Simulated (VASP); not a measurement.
System: MgS (space group Fm-3m).

Method: plane-wave DFT, no spin polarisation; energies at scaled volumes of the given cell, shape and fractions fixed, counted from the fit's minimum, third-order Birch-Murnaghan fit (VASP 6.6.1). All runs: no spin polarisation.

potentials VASP PAW PBE potentials, recommended; wave cutoff 520 eV.

Settings that differ: HSE06: k mesh 6×6×6, occupations Gaussian, smearing width 0.02 eV; PBEsol: k mesh 9×9×9, occupations Fermi–Dirac, smearing width 0.05 eV.

Predict the pressure against volume, with one curve for each functional. The cases: HSE06; PBEsol.

The fitted equilibrium volumes, smallest first, are PBEsol 17.359, HSE06 17.455 Å³/atom. The fitted bulk moduli, smallest first, are PBEsol 78.9, HSE06 80.9 GPa. For HSE06, the pressure falls from 3.56 GPa at volume 16.76 Å³/atom to −2.96 GPa at 18.15 Å³/atom, and changes sign near 17.45 Å³/atom. For PBEsol, the pressure falls from 4.10 GPa at volume 16.55 Å³/atom to −4.97 GPa at 18.67 Å³/atom, and changes sign near 17.35 Å³/atom.

HSE06:
```json
{"volume (Å³/atom)": "16.76", "pressure (GPa)": "3.56"}
{"volume (Å³/atom)": "17.10", "pressure (GPa)": "1.68"}
{"volume (Å³/atom)": "17.45", "pressure (GPa)": "-0.03"}
{"volume (Å³/atom)": "17.80", "pressure (GPa)": "-1.57"}
{"volume (Å³/atom)": "18.15", "pressure (GPa)": "-2.96"}
```

PBEsol:
```json
{"volume (Å³/atom)": "16.55", "pressure (GPa)": "4.10"}
{"volume (Å³/atom)": "16.91", "pressure (GPa)": "2.17"}
{"volume (Å³/atom)": "17.26", "pressure (GPa)": "0.43"}
{"volume (Å³/atom)": "17.61", "pressure (GPa)": "-1.14"}
{"volume (Å³/atom)": "17.96", "pressure (GPa)": "-2.55"}
{"volume (Å³/atom)": "18.31", "pressure (GPa)": "-3.82"}
{"volume (Å³/atom)": "18.67", "pressure (GPa)": "-4.97"}
```

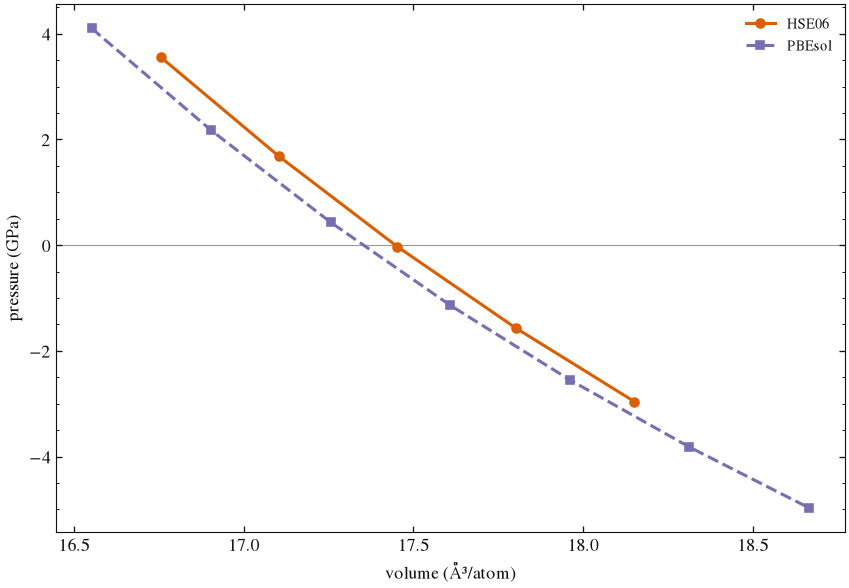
